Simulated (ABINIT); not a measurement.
# AlN (F-43m): refractive index against wavelength

The refractive index of AlN (F-43m) below the direct gap (4.24 eV on the mesh) is read from one computed spectrum, n = √(Re ε).

Cell: a, b, c = 3.089, 3.089, 3.089 Å (primitive vectors), 2 atoms.

Method: ABINIT 10.8.3, LDA, independent particles, k-mesh 13×13×13, Lorentzian half width 0.04 eV.

Launch of the response step: `optic optic.abi`. The run took 24 s, its band step included, on 4 threads of Intel(R) Xeon(R) Processor @ 2.70GHz, with other jobs on the host.

```
wavelength (nm)  photon energy E (eV)       n
           1310                 0.946  2.1803
           1064                 1.165  2.1866
            850                 1.459  2.1973
            700                 1.771  2.2119
            633                 1.959  2.2224
            532                 2.331  2.2475
            450                 2.755       ?
```

In the single-oscillator model n² − 1 = E₀E_d/(E₀² − E²), so 1/(n² − 1) = E₀/E_d − E²/(E₀E_d) is linear in E².

Working, on the rows shown:

| x = E² (eV²) | y = 1/(n² − 1) |
| --- | --- |
| 0.895757 | 0.266403 |
| 1.35784 | 0.264465 |
| 2.12762 | 0.261224 |
| 3.13716 | 0.256904 |
| 3.83641 | 0.253868 |
| 5.43137 | 0.246837 |

Means: x̄ = 2.7977, ȳ = 0.25828. Σ(x − x̄)(y − ȳ) = -0.06152, Σ(x − x̄)² = 14.27. Slope = -0.06152 / 14.27 = -0.004311; intercept = ȳ − slope · x̄ = 0.27034. Turned back into n, the line misses the rows shown by at most 0.00034.

Predict the last column of the withheld row from the fit.

At x = 7.5912 the line gives y = 0.23762, that is 2.2822. The run gave 2.2846, so the extrapolation is off by 0.0024, 2 % of the range in the table.

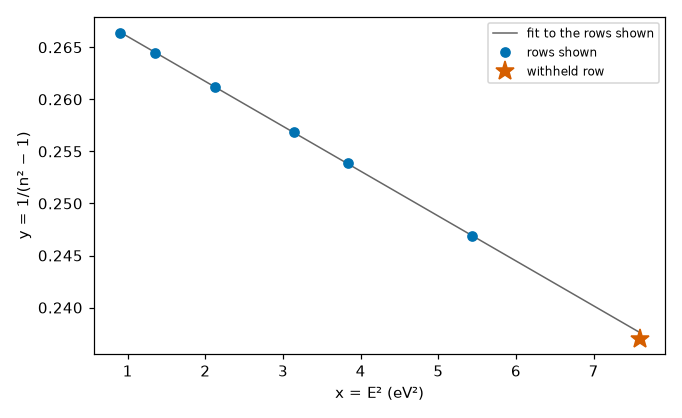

Refitted with all rows, the slope is -0.004386 and the intercept 0.27052. These give E₀ = √(intercept/−slope) = 7.85 eV and E_d = E₀/intercept = 29.0 eV; E₀ is 1.9 times the direct gap. The electronic limit at long wavelengths, without lattice vibrations, is n = √(1 + 1/intercept) = 2.167. Excitons are left out and so are local fields; LDA gaps are as a rule too small. The values come from a sum over the points of one k-mesh and carry its error, which grows as the direct gap shrinks.

[Logs are printed without paths, hosts, clocks, repeated set-up lines and the standing remarks that a program may print on its own settings, such as how far it seeks lower states.]
